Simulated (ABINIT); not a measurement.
# Geometry relaxation, with input and output: CsPbBr$_{3}$ (part 1 of 3)

The run: geometry relaxation of CsPbBr$_{3}$ (5 atoms in the cell). Method and program: Kohn-Sham DFT of a periodic cell, LDA, PseudoDojo NC SR LDA v0.4.1 standard, no spin polarisation (ABINIT 10.8.3).

The structure derives from an entry of the Crystallography Open Database.

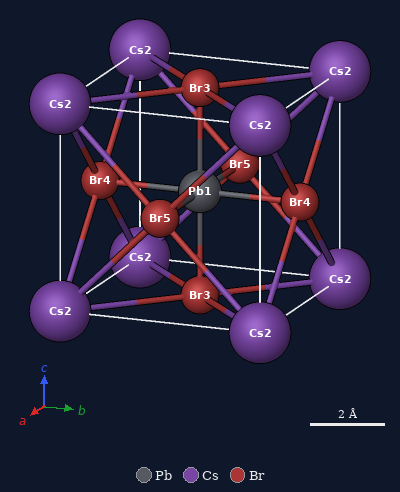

The structure as given in the input (ball-and-stick view of the cell of the calculation, seen slightly off an axis; atoms are numbered from 1 in the order of the input). An atom can appear more than once, as a periodic image.

Key numbers:

| quantity | value |
| --- | --- |
| outcome | converged |
| space group (tolerance 0.01 Å) | Pm-3m (221) |
| electrons treated | 44 |
| free energy | −3844.2431 eV |
| Fermi energy | 2.764 eV |
| gap on the k-point mesh | 1.19 eV |
| pressure | −0.01 GPa |
| final volume | 193.26 Å³ |
| largest force (length of the vector) at the end | under 0.001 eV/Å |
| final cell | a = 5.782 Å, b = 5.782 Å, c = 5.782 Å, α = 90.00°, β = 90.00°, γ = 90.00° |
| hardware | 1 thread of AMD EPYC (Zen 5), 32 GiB of memory available, shared host |
| wall time | 5.1 min |
| peak memory | 0.15 GiB |

Notes:

Spin–orbit coupling is left out, which matters for Pb.

Input file:
```
pp_dirpath "./"
pseudos "Pb.upf, Cs.upf, Br.upf"

acell 3*1.0
rprim
    11.0926923516     0.0000000000     0.0000000000
     0.0000000000    11.0926923516     0.0000000000
     0.0000000000     0.0000000000    11.0926923516
ntypat 3
znucl 82 55 35
natom 5
typat 1 2 3 3 3
chkprim 0
chksymtnons 0
tolsym 1.0e-6
xred
            1/2            1/2            1/2
            0.0            0.0            0.0
            1/2            1/2            0.0
            1/2            0.0            1/2
            0.0            1/2            1/2

ecut 28.0
ecutsm 0.5

kptopt 1
ngkpt 4 4 4
nshiftk 1
shiftk 0.0 0.0 0.0

ixc 7

nband 27
occopt 3
tsmear 0.00183747

nstep 80
tolvrs 1.0e-12

iomode 3
prteig 0
prtebands 0
prtwf 0
prtden 0

ionmov 2
optcell 2
ntime 50
tolmxf 2.0e-5
dilatmx 1.08
```

Launched with:
```bash
abinit run.abi > log 2>&1
```

Log:
```
.Version 10.8.3 of ABINIT
 Symmetries : space group Pm -3 m (#221); Bravais cP (primitive cubic)
================================================================================
 Values of the parameters that define the memory need of the present run
     intxc =       0    ionmov =       2      iscf =       7    lmnmax =       8
     lnmax =       8     mgfft =      60  mpssoang =       4    mqgrid =    3001
     natom =       5  nloc_mem =       1    nspden =       1   nspinor =       1
    nsppol =       1      nsym =      48    n1xccc =    2501    ntypat =       3
    occopt =       3   xclevel =       1
       mpw =       12205          nfft =      216000          nkpt =          10
================================================================================
================================================================================

--------------------------------------------------------------------------------
------------- Echo of variables that govern the present computation ------------
--------------------------------------------------------------------------------
 -outvars: echo values of preprocessed input variables --------
            acell      1.0000000000E+00  1.0000000000E+00  1.0000000000E+00 Bohr
              amu      2.07200000E+02  1.32905430E+02  7.99040000E+01
          chkprim           0
      chksymtnons           0
          dilatmx      1.08000000E+00
             ecut      2.80000000E+01 Hartree
           ecutsm      5.00000000E-01 Hartree
           ionmov           2
              ixc           7
         kptrlatt        4    0    0      0    4    0      0    0    4
          kptrlen      4.43707694E+01
            natom           5
            nband          27
            ngfft          60      60      60
             nkpt          10
            nstep          80
             nsym          48
            ntime          50
           ntypat           3
           occopt           3
          optcell           2
           prtden           0
        prtebands           0
           prteig           0
            prtwf           0
            rprim      1.1092692352E+01  0.0000000000E+00  0.0000000000E+00
                       0.0000000000E+00  1.1092692352E+01  0.0000000000E+00
                       0.0000000000E+00  0.0000000000E+00  1.1092692352E+01
          spgroup         221
           tolmxf      2.00000000E-05
           tolsym      1.00000000E-06
           tolvrs      1.00000000E-12
           tsmear      1.83747000E-03 Hartree
            typat      1  2  3  3  3
           xangst      2.9349999980E+00  2.9349999980E+00  2.9349999980E+00
                       0.0000000000E+00  0.0000000000E+00  0.0000000000E+00
                       2.9349999980E+00  2.9349999980E+00  0.0000000000E+00
                       2.9349999980E+00  0.0000000000E+00  2.9349999980E+00
                       0.0000000000E+00  2.9349999980E+00  2.9349999980E+00
            xcart      5.5463461758E+00  5.5463461758E+00  5.5463461758E+00
                       0.0000000000E+00  0.0000000000E+00  0.0000000000E+00
                       5.5463461758E+00  5.5463461758E+00  0.0000000000E+00
                       5.5463461758E+00  0.0000000000E+00  5.5463461758E+00
                       0.0000000000E+00  5.5463461758E+00  5.5463461758E+00
             xred      5.0000000000E-01  5.0000000000E-01  5.0000000000E-01
                       0.0000000000E+00  0.0000000000E+00  0.0000000000E+00
                       5.0000000000E-01  5.0000000000E-01  0.0000000000E+00
                       5.0000000000E-01  0.0000000000E+00  5.0000000000E-01
                       0.0000000000E+00  5.0000000000E-01  5.0000000000E-01
            znucl       82.00000   55.00000   35.00000

================================================================================

 chkinp: Checking input parameters for consistency.

================================================================================
== DATASET  1 ==================================================================

--- !DatasetInfo
iteration_state: {dtset: 1, }
dimensions: {natom: 5, nkpt: 10, mband: 27, nsppol: 1, nspinor: 1, nspden: 1, mpw: 12205, }
cutoff_energies: {ecut:  28.0, pawecutdg:  -1.0, }
electrons: {nelect:   4.40000000E+01, charge:   0.00000000E+00, occopt:   3.00000000E+00, tsmear:   1.83747000E-03, }
meta: {optdriver: 0, ionmov: 2, optcell: 2, iscf: 7, paral_kgb: 0, }
...

 Exchange-correlation functional for the present dataset will be:
  LDA: Perdew-Wang 92 LSD fit to Ceperley-Alder data - ixc=7
  J.P.Perdew and Y.Wang, PRB 45, 13244 (1992)

 Real(R)+Recip(G) space primitive vectors, cartesian coordinates (Bohr,Bohr^-1):
 R(1)= 11.0926924  0.0000000  0.0000000  G(1)=  0.0901494  0.0000000  0.0000000
 R(2)=  0.0000000 11.0926924  0.0000000  G(2)=  0.0000000  0.0901494  0.0000000
 R(3)=  0.0000000  0.0000000 11.0926924  G(3)=  0.0000000  0.0000000  0.0901494
 Unit cell volume ucvol=  1.3649317E+03 bohr^3
 Angles (23,13,12)=  9.00000000E+01  9.00000000E+01  9.00000000E+01 degrees

 getcut: wavevector=  0.0000  0.0000  0.0000  ngfft=  60  60  60
         ecut(hartree)=     32.659   => boxcut(ratio)=   2.10255

--- Pseudopotential description ------------------------------------------------
- pspini: atom type   1  psp file is ./Pb.upf
  82.00000  14.00000  180309                  znucl, zion, pspdat
12 -1012 2 -1 1638                            pspcod,pspxc,lmax,lloc,mmax
     nproj     2     2     2     0

- pspini: atom type   2  psp file is ./Cs.upf
  55.00000   9.00000  201201                  znucl, zion, pspdat
12 -1012 3 -1 2328                            pspcod,pspxc,lmax,lloc,mmax
     nproj     2     2     2     2

- pspini: atom type   3  psp file is ./Br.upf
  35.00000   7.00000  180309                  znucl, zion, pspdat
12 -1012 2 -1 1084                            pspcod,pspxc,lmax,lloc,mmax
     nproj     2     2     2     0

   4.24837642E+03                                ecore*ucvol(ha*bohr**3)
--------------------------------------------------------------------------------

================================================================================

=== [ionmov= 2] Broyden-Fletcher-Goldfarb-Shanno method (forces)
================================================================================

--- Iteration: ( 1/50) Internal Cycle: (1/1)
--------------------------------------------------------------------------------

---SELF-CONSISTENT-FIELD CONVERGENCE--------------------------------------------

--- !BeginCycle
iteration_state: {dtset: 1, itime: 1, icycle: 1, }
solver: {iscf: 7, nstep: 80, nline: 4, wfoptalg: 0, }
tolerances: {tolvrs: 1.00E-12, }
...

     iter   Etot(hartree)      deltaE(h)  residm     vres2
 ETOT  1  -140.73446627988    -1.407E+02 2.395E-01 2.418E+02
 ETOT  2  -141.26993537926    -5.355E-01 1.310E-02 2.223E+01
 ETOT  3  -141.27198964403    -2.054E-03 1.671E-03 5.608E+00
 ETOT  4  -141.27217210172    -1.825E-04 5.064E-04 7.090E-01
 ETOT  5  -141.27218636377    -1.426E-05 6.492E-04 2.353E-01
 ETOT  6  -141.27219473869    -8.375E-06 3.178E-04 2.108E-02
 ETOT  7  -141.27219546017    -7.215E-07 5.108E-04 8.746E-04
 ETOT  8  -141.27219552631    -6.614E-08 2.169E-04 9.232E-05
 ETOT  9  -141.27219553450    -8.197E-09 2.618E-04 2.573E-06
 ETOT 10  -141.27219553545    -9.445E-10 8.066E-05 5.032E-08
 ETOT 11  -141.27219553555    -1.021E-10 1.185E-04 4.602E-08
 ETOT 12  -141.27219553557    -2.171E-11 5.218E-05 4.548E-09
 ETOT 13  -141.27219553558    -9.550E-12 7.648E-05 1.485E-09
 ETOT 14  -141.27219553558    -4.661E-12 3.741E-05 1.824E-10
 ETOT 15  -141.27219553558     1.819E-12 5.422E-05 1.786E-11
 ETOT 16  -141.27219553558    -1.990E-13 2.532E-05 1.395E-12
 ETOT 17  -141.27219553559    -4.746E-12 3.650E-05 6.193E-14

 At SCF step   17       vres2   =  6.19E-14 < tolvrs=  1.00E-12 =>converged.

 Cartesian components of stress tensor (hartree/bohr^3)
  sigma(1 1)=  3.54712101E-05  sigma(3 2)=  0.00000000E+00
  sigma(2 2)=  3.54712101E-05  sigma(3 1)=  0.00000000E+00
  sigma(3 3)=  3.54712101E-05  sigma(2 1)=  0.00000000E+00

--- !ResultsGS
iteration_state: {dtset: 1, itime: 1, icycle: 1, }
comment   : Summary of ground state results
lattice_vectors:
- [ 11.0926924,   0.0000000,   0.0000000, ]
- [  0.0000000,  11.0926924,   0.0000000, ]
- [  0.0000000,   0.0000000,  11.0926924, ]
lattice_lengths: [  11.09269,   11.09269,   11.09269, ]
lattice_angles: [ 90.000,  90.000,  90.000, ] # degrees, (23, 13, 12)
lattice_volume:   1.3649317E+03
convergence: {deltae: -4.746E-12, res2:  6.193E-14, residm:  3.650E-05, diffor: null, }
etotal    :  -1.41272196E+02
entropy   :   0.00000000E+00
fermie    :   8.37361275E-02
cartesian_stress_tensor: # hartree/bohr^3
- [  3.54712101E-05,   0.00000000E+00,   0.00000000E+00, ]
- [  0.00000000E+00,   3.54712101E-05,   0.00000000E+00, ]
- [  0.00000000E+00,   0.00000000E+00,   3.54712101E-05, ]
pressure_GPa:  -1.0436E+00
xred      :
- [  5.0000E-01,   5.0000E-01,   5.0000E-01, Pb]
- [  0.0000E+00,   0.0000E+00,   0.0000E+00, Cs]
- [  5.0000E-01,   5.0000E-01,   0.0000E+00, Br]
- [  5.0000E-01,   0.0000E+00,   5.0000E-01, Br]
- [  0.0000E+00,   5.0000E-01,   5.0000E-01, Br]
cartesian_forces: # hartree/bohr
- [ -0.00000000E+00,  -0.00000000E+00,  -0.00000000E+00, ]
- [ -0.00000000E+00,  -0.00000000E+00,  -0.00000000E+00, ]
- [ -0.00000000E+00,  -0.00000000E+00,  -0.00000000E+00, ]
- [ -0.00000000E+00,  -0.00000000E+00,  -0.00000000E+00, ]
- [ -0.00000000E+00,  -0.00000000E+00,  -0.00000000E+00, ]
force_length_stats: {min:   0.00000000E+00, max:   0.00000000E+00, mean:   0.00000000E+00, }
...

 Integrated electronic density in atomic spheres:
 ------------------------------------------------
 Atom  Sphere_radius  Integrated_density
    1        2.00000         10.09332895
    2        2.00000          4.51773205
    3        2.00000          4.25177433
    4        2.00000          4.25177433
    5        2.00000          4.25177433

---OUTPUT-----------------------------------------------------------------------
```
